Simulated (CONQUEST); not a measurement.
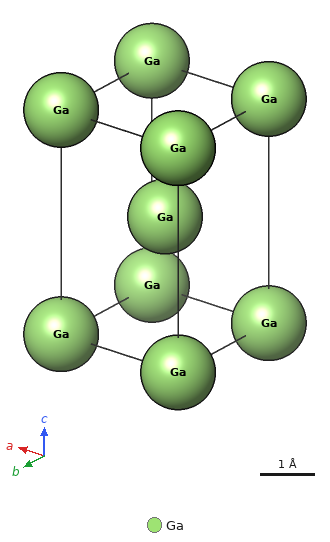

Figure 1. The structure (spheres-only view of the cell of the calculation, seen at an oblique angle).

# Run report: Ga, single-point calculation at one volume of an equation of state

Ga (2 atoms in the cell), computed with Kohn-Sham DFT of a periodic cell, PBE, PseudoDojo NC PBE, no spin polarisation (CONQUEST 1.3).

The structure derives from a Materials Project entry. It belongs to a series of runs on one base structure; here: volume scaled by 1.02.

### The program's output
```
Simulation cell dimensions:     5.2669 a0 x     5.2669 a0 x     8.7930 a0

      Atomic coordinates (a0)
         Atom         X         Y         Z  Species
            1    0.0000    0.0000    0.0000        1
            2    2.6335    2.6335    4.3965        1

         Monkhorst-Pack mesh:  10 x  10 x   6 gamma-centred
        This calculation includes non-local pseudopotentials,
         with a maximum core radius of      8.05697590

    Job title: Ga
    Job to be run: static calculation

    Ground state search:
      Support functions represented with PAO basis
      1:1 PAO to SF mapping
      Non-spin-polarised electrons
      Solving for the K matrix using diagonalisation
      Using Fermi-Dirac smearing

    Integration grid size:     32 x   32 x   48

    Integration grid spacing:  0.165 a0 x 0.165 a0 x 0.183 a0

    Number of species:  1
    --------------------------------------------------------
    |   #  mass (au)  Charge (e)  SF Rad (a0)  NSF  Label  |
    --------------------------------------------------------
    |   1     69.720      13.000        8.243   18  Ga     |
    --------------------------------------------------------
          SCF tolerance:                 0.00000100
          SCF iterations:               100

    The functional used will be GGA PBE96

           radial cut-off to be used is taken to be max PAO cut-off radius for this species:    8.056976

           greatest ang. mom. for making density from PAOs:  2
    Minimum blocs/proc is      768. Maximum blocs/proc is      768
    set_atom_dens: In set_atomic_density, electrons :      26.000000000000
 matrix_size & matrix_size_padH =           36          36

    Screened ion int: energy:    -122.464994702825 Ha

    new_SC_potl: Starting.  Tolerance:  0.10000E-05

    PulayMixSC: Starting Pulay mixing, A_up =  0.500 A_dn =  0.500
    PulayMixSC: Spin non-polarised calculation.
          Harris-Foulkes Energy            :      -152.927799436514903 Ha
          GroundState Energy (E-(1/2)TS)   :      -152.927920200192489 Ha
          Free Energy (E-TS)               :      -152.928040963870103 Ha
          DFT Total Energy                 :      -152.915520275189806 Ha
          Total number of electrons        :        25.999999999999737
    PulayMixSC: Pulay iteration     1 residual:              0.23056E-02
          Harris-Foulkes Energy            :      -152.920308236160281 Ha
          GroundState Energy (E-(1/2)TS)   :      -152.920426359544251 Ha
          Free Energy (E-TS)               :      -152.920544482928221 Ha
          DFT Total Energy                 :      -152.919673474023824 Ha
          Total number of electrons        :        26.000016476914759
    PulayMixSC: Pulay iteration     2 residual:              0.53653E-03
          Harris-Foulkes Energy            :      -152.919899914691882 Ha
          GroundState Energy (E-(1/2)TS)   :      -152.920016962255147 Ha
          Free Energy (E-TS)               :      -152.920134009818383 Ha
          DFT Total Energy                 :      -152.919902642013255 Ha
          Total number of electrons        :        26.000028174132765
    PulayMixSC: Pulay iteration     3 residual:              0.13959E-03
          Harris-Foulkes Energy            :      -152.919903739537176 Ha
          GroundState Energy (E-(1/2)TS)   :      -152.920020717202078 Ha
          Free Energy (E-TS)               :      -152.920137694866980 Ha
          DFT Total Energy                 :      -152.919903577528885 Ha
          Total number of electrons        :        26.000034138730825
    PulayMixSC: Pulay iteration     4 residual:              0.94384E-05
          Harris-Foulkes Energy            :      -152.919903512815353 Ha
          GroundState Energy (E-(1/2)TS)   :      -152.920020534665042 Ha
          Free Energy (E-TS)               :      -152.920137556514703 Ha
          DFT Total Energy                 :      -152.919903458278895 Ha
          Total number of electrons        :        26.000034316821324
    PulayMixSC: Pulay iteration     5 residual:              0.54740E-05
          Harris-Foulkes Energy            :      -152.919903537848938 Ha
          GroundState Energy (E-(1/2)TS)   :      -152.920020549848175 Ha
          Free Energy (E-TS)               :      -152.920137561847440 Ha
          DFT Total Energy                 :      -152.919903537858602 Ha
          Total number of electrons        :        26.000034144666092
    PulayMixSC: Pulay iteration     6 residual:              0.83085E-07
    PulayMixSC: Reached SCF tolerance of  0.83085E-07 after      6 iterations
      | Number of electrons      =        26.000034
      |* band energy as 2Tr[K.H] =       -16.555806252430916 Ha
      |  screened ion-ion energy =      -122.464994702825280 Ha
      |  Ha correction           =         1.000402404134568 Ha
      |  XC correction           =       -14.899504723642989 Ha
      | GS Energy as E-(1/2)TS   =      -152.920020549848175 Ha
      | Free Energy as E-TS      =      -152.920137561847440 Ha
      |* Harris-Foulkes energy   =      -152.919903537848938 Ha
      |* DFT total energy        =      -152.919903537858602 Ha
      |  estimated accuracy      =         0.000000000009663 Ha

    force: Forces on atoms (Ha/a0)
    force:  Atom   X              Y              Z
    force:     1   0.0000000000   0.0000000000   0.0000000000
    force:     2  -0.0000000000  -0.0000000000   0.0000000000

    force: Maximum force :        0.00000000(Ha/a0) on atom         2 in z direction
    force: Force Residual:        0.00000000 Ha/a0
    force: Total stress:         -4.17410221     0.00000000     0.00000000 GPa
                             0.00000000    -4.17410221    -0.00000000
                             0.00000000    -0.00000000    -2.47418295
    force: Average pressure:      3.60746246 GPa

    force: Finished force
    get_E_and_F: Change in energy during last step of electronic optimisation: -0.25034E-07

    BIBLIOGRAPHY: Please consider citing the following references in the conquest.bib file

    CONQUEST:         Bowler2002pt, Miyazaki2004, Nakata2020
    Basis:            Bowler2019
    DM:               Bowler:2006xr
    Pseudopotentials: Hamann2013, Bowler2019
    XC functional:    Perdew1996
```

### File coords.dat
```
    5.2669206513     0.0000000000     0.0000000000
    0.0000000000     5.2669206513     0.0000000000
    0.0000000000     0.0000000000     8.7930105559
2
  0.0000000000   0.0000000000   0.0000000000 1 T T T
  0.5000000000   0.5000000000   0.5000000000 1 T T T
```

The run was set up as follows.

### Input
```
IO.Title Ga
IO.Coordinates coords.dat
IO.FractionalAtomicCoords T
IO.Iprint 2
IO.Iprint_init 1
General.NumberOfSpecies 1
General.PseudopotentialType hamann
AtomMove.TypeOfRun static
AtomMove.FullStress T
Grid.PointsAlongX 32
Grid.PointsAlongY 32
Grid.PointsAlongZ 48
DM.SolutionMethod diagon
Diag.MPMesh T
Diag.GammaCentred T
Diag.MPMeshX 10
Diag.MPMeshY 10
Diag.MPMeshZ 6
Diag.kT 0.00183747
minE.SCTolerance 1e-6
SC.MaxIters 100
IO.AtomChargeOutput T
%block ChemicalSpeciesLabel
1 69.720 Ga
%endblock
```

Run as:
```bash
Conquest
```

### Summary

| quantity | value |
| --- | --- |
| outcome | converged |
| space group (tolerance 0.01 Å) | I4/mmm (139) |
| electrons treated | 26 |
| free energy | −4161.1689 eV |
| Fermi energy | −4.873 eV |
| gap on the k-point mesh | none (metallic) |
| pressure | 3.61 GPa |
| largest force (length of the vector) | under 0.001 eV/Å |
| hardware | 1 thread of AMD EPYC (Zen 3), 16 GiB of memory available, shared host |
| wall time | 2 min |
| peak memory | 0.67 GiB |
